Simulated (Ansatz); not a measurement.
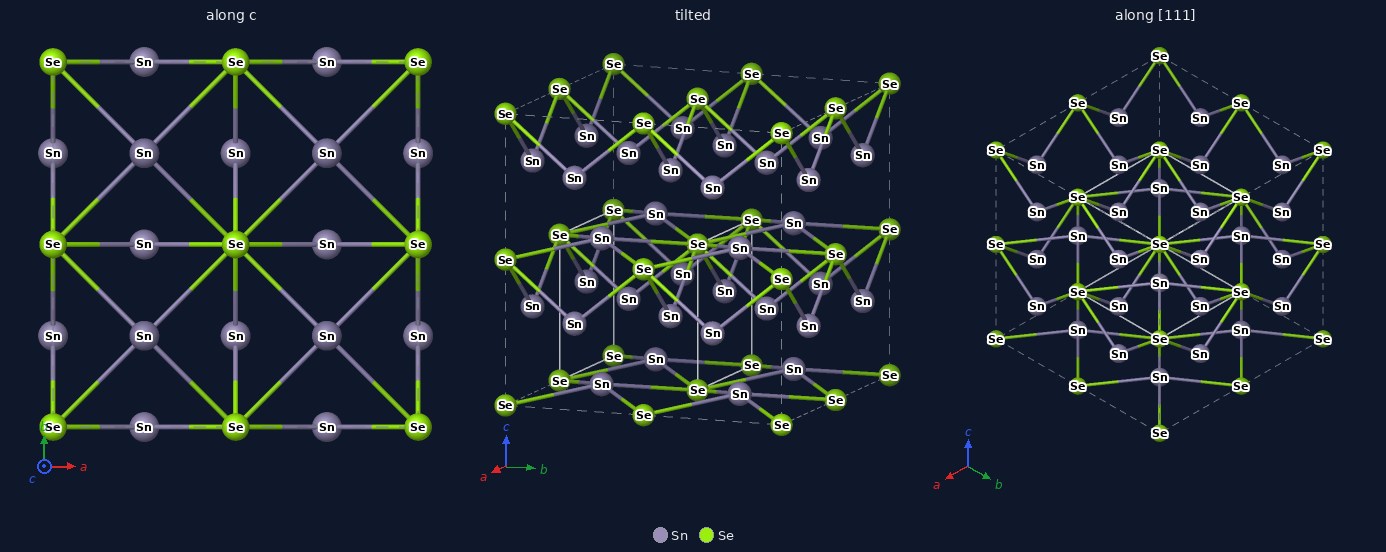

The image is a ball-and-stick drawing of a crystal, viewed along the c axis, slightly off an axis and along [111]. The conventional unit cell (solid box) is repeated to 2×2×2 cells.

Describe the crystal.

The material is Sn$_{3}$Se. The atoms follow space group P4mm (No. 99); the Bravais lattice is primitive tetragonal. Cell content 3 Sn, 1 Se; Z = 1.

The structure comes from a structure listed in the Materials Project. The cell was then strained or its atoms displaced on purpose. Ansatz was used for an electronic-structure calculation on it.
